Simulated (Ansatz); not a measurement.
System: interstitial (added H) in HfO₂.

Starting cell:
```xyz
12
Lattice="5.2938 0.0000 0.0000 0.0000 5.0692 0.0000 0.0000 0.0000 5.1010" Properties=species:S:1:pos:R:3 pbc="T T T"
Hf    0.1726    1.3499    1.2242
Hf    2.4743    1.3499    3.7747
Hf    2.8195    3.7193    1.2242
Hf    5.1212    3.7193    3.7747
O     1.9344    0.3427    1.9547
O     0.7125    0.3427    4.5052
O     3.8602    2.3460    2.4990
O     4.0805    2.3460    5.0495
O     1.4336    2.7232    5.0495
O     1.2133    2.7232    2.4990
O     4.5813    4.7265    1.9547
O     3.3594    4.7265    4.5052
```

Calculation (Ansatz 0.2.0): charge states of a point defect in a periodic supercell, each relaxed, energies over the elements' standard states with the Fermi level at the host's valence band top, point-charge and potential alignment terms added, no band filling term, levels over that top; plane waves with PAW datasets; energies extrapolated to zero smearing. Level: PBE, allowed.

```csv
setting,value
host atoms in supercell,24
wave cutoff,420 eV
k mesh,2×2×2
occupations,Gaussian
smearing width,0.01 eV
k shift,"(0.5, 0.5, 0.5) (mesh steps)"
start displacement,0.06 Å
defect kind,interstitial
added element,H
defect place,"(0, 0.375, 0.7083) (fraction of the host cell vector)"
host gap,4.364 eV
static dielectric xx yy zz,"(21.13, 26.96, 24.41)"
```

Predict the formation energy of each charge state against the Fermi level.

The stable charge changes at 2.87 eV (+1/−1) above the valence band top. The lowest state is +1 at the valence band top, +1 at mid-gap and −1 at the conduction band bottom, 4.36 eV higher. Charge 0 is never the lowest although its neighbours on both sides are, a negative-U behaviour. With the Fermi level at mid-gap the formation energy is 0.7 eV against the elements' standard states.

```tsv
charge	formation energy with the Fermi level at the valence band top (eV)
+1	-1.51
0	2.71
-1	4.22
```

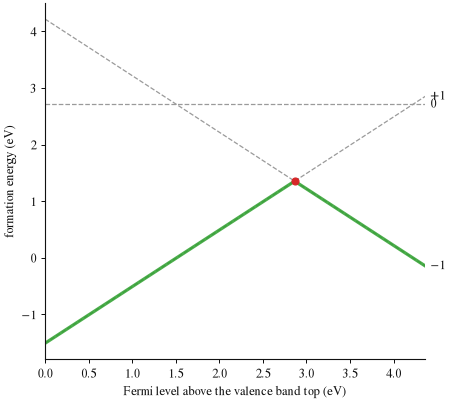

The thick line follows the lowest charge state; the axis spans the host's computed gap.

Note: charged cell in a neutralising background; coarse k mesh; potential alignment in doubt; random start near the defect, other minima possible; small supercell.
